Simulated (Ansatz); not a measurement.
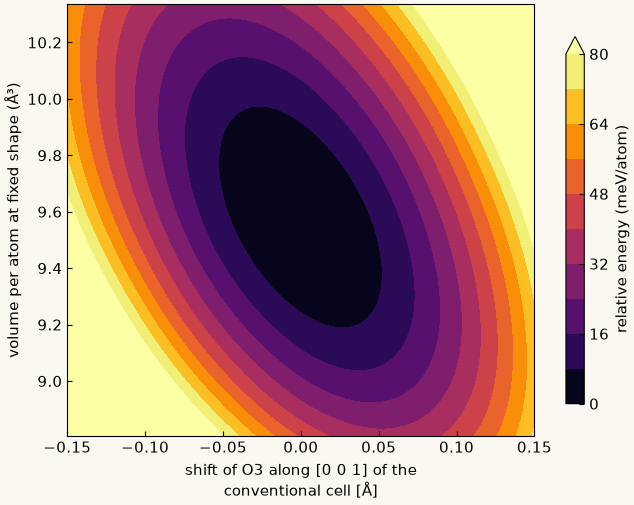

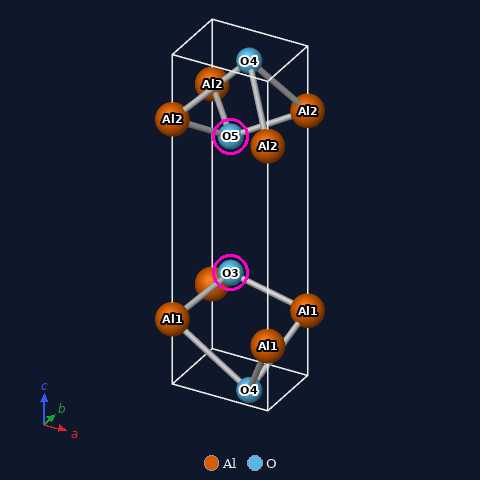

Energy landscape of Al₂O₃ (P-6m2, No. 187; 5 atoms in the cell). 
- The energy is mapped over a free internal coordinate and the cell.
- The first coordinate is: shift of O3 along [0 0 1] of the conventional cell, Cartesian (0 0 1), its symmetry partners moved as symmetry demands (measured in the relaxed cell); the second: volume per atom at fixed shape.
- Nothing is relaxed (all other coordinates fixed).
- Grid: 7 × 7 points.
- Points are written as (first, second).
- Energies: meV/atom, counted from the lowest grid point.
- All numbers below come from DFT LDA+D3(BJ), scalar-relativistic, plane waves, PAW (Ansatz). Settings: cutoff 520 eV, k-mesh 9×9×4 in the order of the run's cell vectors, gaussian smearing 0.05 eV, no spin polarisation.

In the figure: filled contours, one colour for all values above the top of the scale. Between grid points the surface is interpolated. The second picture is the structure at the lowest point

Q: Where are the wells?

A: The lowest grid point is at (0.00 Å, 9.570 Å³). It is the only kind of minimum in the scanned range. The highest grid point, (−0.15 Å, 8.805 Å³), lies 210 meV/atom above the lowest. Round the minimum the valley is somewhat tilted: raising the first coordinate shifts the best value of volume per atom at fixed shape downwards (coupling k₁₂/√(k₁₁k₂₂) about 0.5). The gap on the k-mesh is 4.8 eV at the lowest point and runs from 3.2 to 5.9 eV over the map.

The values on the grid:

```tsv
second ↓, first →	−0.15	−0.10	−0.05	0.00	0.05	0.10	0.15
10.336	64	37	27	36	63	107	169
10.081	63	29	14	17	38	78	136
9.825	70	29	7	4	20	55	108
9.570	87	39	10	0	10	39	87
9.315	115	59	22	5	8	30	73
9.060	155	90	45	20	15	32	68
8.805	210	135	81	47	34	43	73
```

The input of one point:

```yaml
crystal:
  lattice:
    - [2.8217274771, 0.0, 0.0]
    - [-1.4108637386, 2.4436876777, 0.0]
    - [0.0, 0.0, 6.9395197271]
  atoms:
    - { symbol: Al, position: [0.0, 0.0, 0.1965477898] }
    - { symbol: Al, position: [0.0, 0.0, 0.8034522102] }
    - { symbol: O, position: [0.3333333333, 0.6666666667, 0.2931655293] }
    - { symbol: O, position: [0.6666666667, 0.3333333333, 0.0] }
    - { symbol: O, position: [0.3333333333, 0.6666666667, 0.7068344707] }
basis:
  ecutwfc: 520.0
kpoints:
  mp_grid: { grid: [9, 9, 4] }
hamiltonian:
  xc: lda
  pseudopotentials: { kind: paw, azcp: { folder: soft_1 } }
  dispersion: d3bj
scf:
  occupations: { method: gaussian, width: 0.05 }
output:
  forces: true
  stress: true
  eigenvalues: true
  write_density: true
  write_potential: true
  elf: true
  volumetric_format: npy
```

Time for the 49 points that were run: 6.5 min on 1 thread of Arm Neoverse N1, with other jobs on the host.
